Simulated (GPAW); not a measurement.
System: Al₂Pt (space group Fm-3m).

Method: PAW DFT in plane waves, on a grid or in atomic orbitals, no spin polarisation; energies at scaled volumes of the given cell, shape and fractions fixed, counted from the fit's minimum, third-order Birch-Murnaghan fit (GPAW 26.7.0). All runs: no spin polarisation.

k mesh 8×8×8; occupations Fermi–Dirac; smearing width 0.05 eV; wave cutoff 600 eV.

Settings that differ: PBEsol: potentials PAW-data-sets-made-by gpaw-setup-for-the-functional; LDA: potentials GPAW-PAW-data-sets-(gpaw-data-1.2.1).

What does the calculation give for the pressure against volume, with one curve for each functional? The cases: PBEsol; LDA.

The fitted equilibrium volumes, smallest first, are LDA 16.761, PBEsol 17.144 Å³/atom. The fitted bulk moduli, smallest first, are PBEsol 137.8, LDA 144.7 GPa. For PBEsol, the pressure falls from 9.16 GPa at volume 16.17 Å³/atom to −7.42 GPa at 18.23 Å³/atom, and changes sign near 17.14 Å³/atom. For LDA, the pressure falls from 5.61 GPa at volume 16.17 Å³/atom to −10.10 GPa at 18.23 Å³/atom, and changes sign near 16.76 Å³/atom.

PBEsol:
```json
{"volume (Å³/atom)": "16.17", "pressure (GPa)": "9.16"}
{"volume (Å³/atom)": "16.51", "pressure (GPa)": "5.59"}
{"volume (Å³/atom)": "16.86", "pressure (GPa)": "2.39"}
{"volume (Å³/atom)": "17.20", "pressure (GPa)": "-0.48"}
{"volume (Å³/atom)": "17.55", "pressure (GPa)": "-3.05"}
{"volume (Å³/atom)": "17.89", "pressure (GPa)": "-5.35"}
{"volume (Å³/atom)": "18.23", "pressure (GPa)": "-7.42"}
```

LDA:
```json
{"volume (Å³/atom)": "16.17", "pressure (GPa)": "5.61"}
{"volume (Å³/atom)": "16.51", "pressure (GPa)": "2.20"}
{"volume (Å³/atom)": "16.86", "pressure (GPa)": "-0.84"}
{"volume (Å³/atom)": "17.20", "pressure (GPa)": "-3.57"}
{"volume (Å³/atom)": "17.55", "pressure (GPa)": "-6.00"}
{"volume (Å³/atom)": "17.89", "pressure (GPa)": "-8.16"}
{"volume (Å³/atom)": "18.23", "pressure (GPa)": "-10.10"}
```

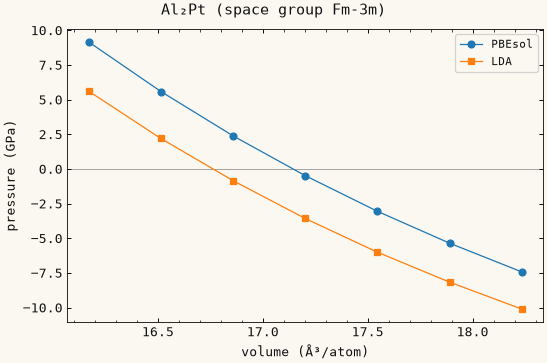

Limits of the calculation: spin-orbit coupling left out, heavy elements.
